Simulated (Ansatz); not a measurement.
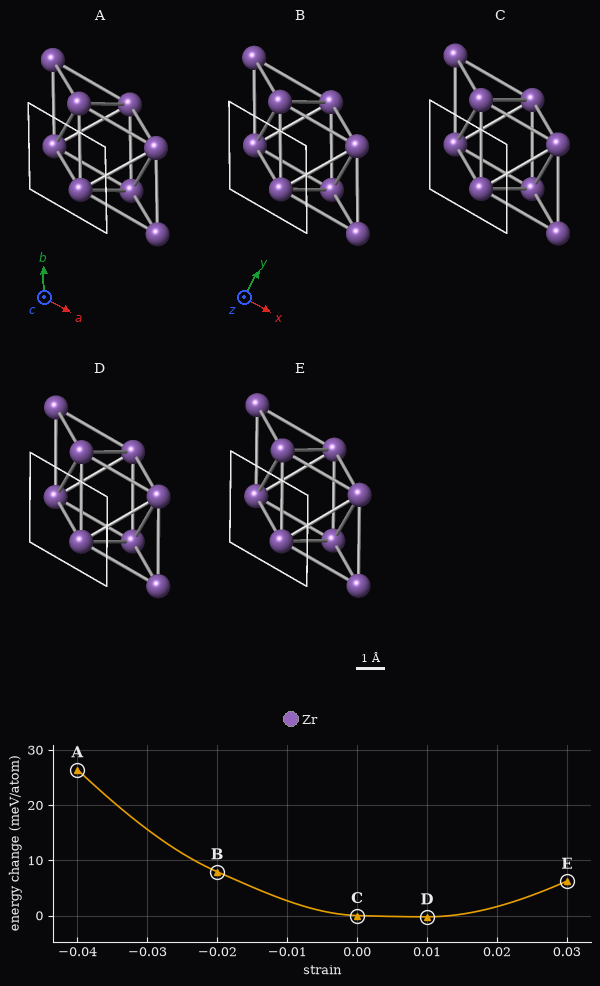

A scan of a crystal of Zr (P6_3/mmc): the cell is strained along y alone, with the atoms kept at their fractional coordinates. x, y and z are the Cartesian axes of the input. The lettered frames are marked on the plot. The picture is a ball-and-stick view of the cell of the calculation, repeated 2 × 2 × 1 with one cell outlined, seen along the c axis.

All numbers below come from Ansatz, DFT r2SCAN, scalar-relativistic, plane waves, PAW. (plane-wave cutoff 500 eV; k-point mesh 18 × 18 × 10; occupations gaussian; smearing width 0.15 eV; no spin polarisation). Energies (free energies at the smearing named) are counted from the cell as listed in its source, which wasn't relaxed.

### Describe the profile.

Of the computed points the lowest is at the strain 0.01, −0.2 meV/atom. The unrelaxed reference is under a pressure of 0.9 GPa, which tilts the curve. The distortion takes the space group from P6_3/mmc to Cmcm. At the strain −0.04 the cell of the drawing goes b 3.232 → 3.136 Å, γ 120.0° → 121.0°.

The computed points:

```csv
strain,energy change (meV/atom)
−0.040,26.4
−0.020,7.9
0.000,0.0
0.010,−0.2
0.030,6.2
```
